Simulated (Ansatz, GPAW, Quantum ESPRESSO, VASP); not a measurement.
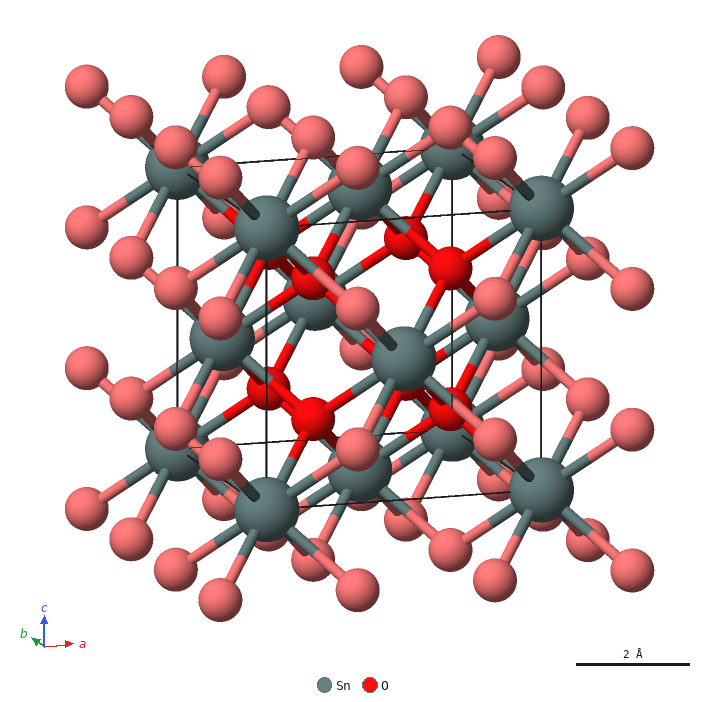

SnO₂, fluorite (CaF₂ type), space group Fm-3m (No. 225), a = 5.148 Å, b = 5.148 Å, c = 5.148 Å, α = 90.00°, β = 90.00°, γ = 90.00° (11.37 Å³/atom). The figure gives a ball-and-stick picture of the atoms, viewed slightly off an axis. The edges of the conventional unit cell are marked. Bonded neighbours in the next cells are drawn too, in fainter colours. The cell is a structure listed in the Materials Project. Other forms of this composition are known.

The cell was scaled uniformly, at fixed shape and fractional positions, in four programs or potential sets. Alike in all runs: functional PBE; k mesh 9 × 9 × 9 on the run's cell of 3 atoms; occupations fermi-dirac, width 0.05 eV; no spin polarisation; no spin-orbit coupling.

Energies from Quantum ESPRESSO (SSSP 1.3 efficiency):

| volume (Å³/atom) | E − E(lowest point) (meV/atom) |
| --- | --- |
| 10.689 | 27.16 |
| 10.916 | 11.70 |
| 11.144 | 2.88 |
| 11.371 | 0.00 |
| 11.599 | 2.45 |
| 11.826 | 9.60 |
| 12.054 | 20.98 |

Question: Fit a third-order Birch-Murnaghan equation of state to these points.

Answer: V0 = 11.38 Å³/atom (a0 = 5.149 Å), B0 = 186 GPa and B0′ = 4.7. V0 lies 0.0 % above the volume of the cell as given.

The same fit in all programs:

| program | V0 (Å³/atom) | a0 (Å) | B0 (GPa) | B0′ |
| --- | --- | --- | --- | --- |
| Quantum ESPRESSO (SSSP 1.3 efficiency) | 11.38 | 5.149 | 186 | 4.7 |
| VASP (PBE potentials, release 64 Sn_d, O) | 11.39 | 5.151 | 186 | 4.7 |
| Ansatz LAPW (all-electron) | ? | ? | ? | ? |
| GPAW (PAW data 1.2.1) | 11.25 | 5.131 | 189 | 4.7 |

Question: Estimate the row of Ansatz LAPW (all-electron).

Answer: V0 = 11.34 Å³/atom, a0 = 5.143 Å, B0 = 186 GPa and B0′ = 4.7. The other rows span 11.25 to 11.39 Å³/atom and 186 to 189 GPa.

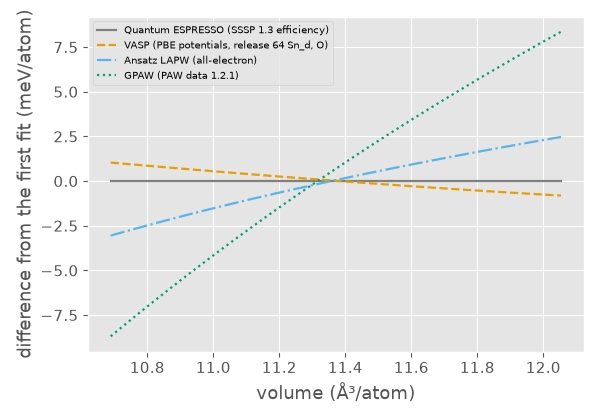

Each fitted curve, counted from its own minimum, less that of Quantum ESPRESSO (SSSP 1.3 efficiency). With one functional throughout, the spread comes from potentials, basis sets and numerical settings; B0′ is uncertain by a few tenths over so narrow a range.
